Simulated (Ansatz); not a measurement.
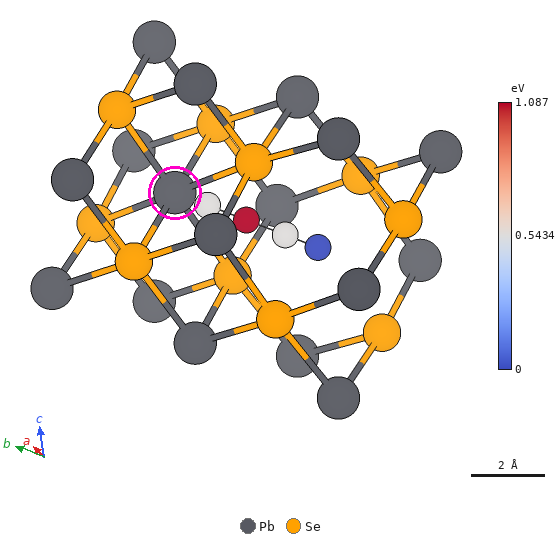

A search for the minimum-energy path of a defect cell of composition Pb$_{7}$Se$_{8}$ with a Pb vacancy (15 atoms in the cell) by the nudged elastic band. Images are numbered from 0 (start) to 4 (end). The start is drawn whole; smaller spheres mark the moving atoms (Pb) in the later images, joined by lines and coloured by the energy of the image relative to the start. A ball-and-stick model of the atoms within 5.8 Å of the middle of the path, seen from a free direction. The moving atom is ringed, with any periodic copies. Bonds to atoms that aren't drawn are left out.

Theory: DFT PBEsol, scalar-relativistic, plane waves, PAW (Ansatz 0.2.0). Settings: plane-wave cutoff 420 eV; k-point mesh 4 × 4 × 4; Gaussian smearing 0.1 eV; 3 movable images; climbing image from the first iteration; force threshold 0.05 eV/Å; iteration limit 60.

Q: What moves, how far, and at what cost in energy?

A: It is a vacancy jump: a nearby atom moves into the empty site and leaves its own site empty. A Pb atom travels furthest, 4.32 Å from end to end, along −b, on a straight line. At the highest image its nearest neighbour (Se) is 2.78 Å away, against 3.05 Å at the start, and the surrounding atoms stand up to 0.53 Å off the mean of their end positions. The two ends have the same energy, and the highest point, image 2, lies 1.09 eV above the start. The band converged in 7 iterations. The largest component of the band force went from 3.2 to 0.015 eV/Å. The climbing image converged on the top of the path. Its curvatures weren't checked.

The run took 16 min on 4 threads of Intel(R) Xeon(R) 6975P-C (Granite Rapids), with other jobs on the host, peak memory 6.3 GiB.
